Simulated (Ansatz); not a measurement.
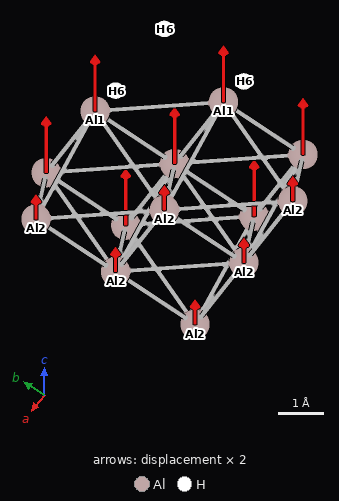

This is a relaxation of solid Al5H (a generated structure, set up in P-6m2) (coarse preliminary run). The starting structure is drawn; red arrows show the displacements (the part carried along by the change of the cell is left out), magnified 2 times.

The picture is a ball-and-stick view of the atoms within 4.2 Å of the atom that moves most (axes of the cell of the calculation), seen from a free direction.

Theory: DFT PBE, scalar-relativistic, plane waves, PAW (Ansatz).

Input
```yaml
crystal:
  lattice:
    - [2.93089028, 0.0, 0.0]
    - [-1.46544514, 2.53822544, 0.0]
    - [0.0, 0.0, 14.18854532]
  atoms:
    - { symbol: Al, position: [0.33333333, 0.66666667, 0.82059801] }
    - { symbol: Al, position: [0.0, 0.0, 0.66374803] }
    - { symbol: Al, position: [0.33333333, 0.66666667, 0.5] }
    - { symbol: Al, position: [0.0, 0.0, 0.33625197] }
    - { symbol: Al, position: [0.33333333, 0.66666667, 0.17940199] }
    - { symbol: H, position: [0.0, 0.0, 0.0] }
basis:
  ecutwfc: 420
kpoints:
  mp_grid: { grid: [6, 6, 2] }
hamiltonian:
  xc: pbe
scf:
  occupations: { method: gaussian, width: 0.1 }
  lower_state_search: "off"
output:
  forces: true
  stress: true
  eigenvalues: true
relax:
  adjacent_minimum: "off"
  f_tol: 0.04
  max_steps: 70
  cell: { stress_tol: 0.4 }
```

Run as
```bash
ansatz run input.yaml --threads 1 --pin off --max-ram 2560MiB --backend cpu --events-out ev --progress --plain --runs-dir out
```

> Which element moves most?

Aluminium: up to 0.77 Å, against 0.00 Å for hydrogen.

> What did the optimiser do to the structure, and how much energy did it gain?

The largest moves relative to the cell, 0.77 Å, are those of Al1 and Al5. Al1 goes along +c. H stays in place. The drawn cell changes as follows: a = b 2.931 → 2.863 Å (−2.3 %), c 14.189 → 12.237 Å (−13.8 %); the volume changes by −17.7 %. Near-neighbour distances that change, for instance: Al1–H6 3.057 → 2.184 Å, Al1–Al1 2.931 → 2.863 Å, Al1–Al2 2.796 → 2.863 Å. The space group stays P-6m2 (No. 187). Over 7 accepted moves (8 points after the start) the energy falls by 264 meV per atom. The largest force component goes from 0.88 to 0.037 eV/Å. Pressure: −4.14 GPa at the start and −0.10 GPa at the end. The SCF was repeated once at an unchanged geometry on a basis and grid sized afresh for the cell, which shifted the energy by 0.5 meV per atom at most.
